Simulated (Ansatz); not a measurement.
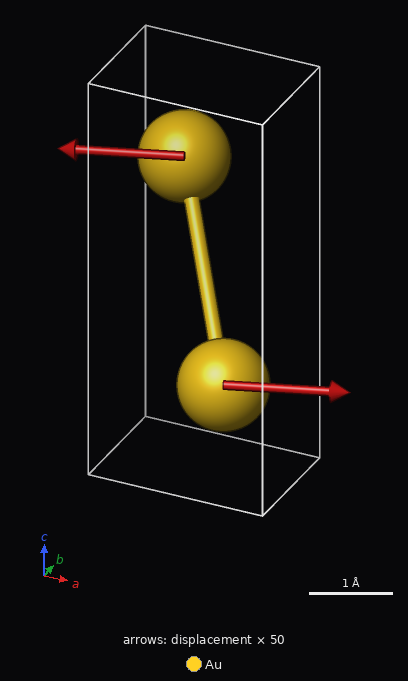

This is a relaxation of crystalline Au (set up in P6_3/mmc). The starting structure is drawn; red arrows show the displacements (the part carried along by the change of the cell is left out), magnified 50 times.

The picture is a ball-and-stick view of the cell of the calculation, seen slightly off an axis.

The calculation used DFT PBE, scalar-relativistic, plane waves, PAW (Ansatz 0.2.0). Settings: plane-wave cutoff 420 eV; k-point mesh 12 × 12 × 8; occupations gaussian; smearing width 0.15 eV; no spin polarisation.

What happened in the run?

The largest moves relative to the cell, 0.032 Å, are those of Au atoms. The volume changes by +0.1 %, with a 2.917 → 2.973 Å (+1.9 %), b 2.917 → 2.850 Å (−2.3 %), c 4.890 → 4.851 Å (−0.8 %), γ 120.0° → 118.7°. Near-neighbour distances that change, for instance: Au–Au 2.917 → 2.850 Å, Au–Au 2.917 → 2.972 Å, Au–Au 2.969 → 2.948 Å. The space group (tolerance 0.01 Å) goes from P6_3/mmc (No. 194) to Cmcm (No. 63).
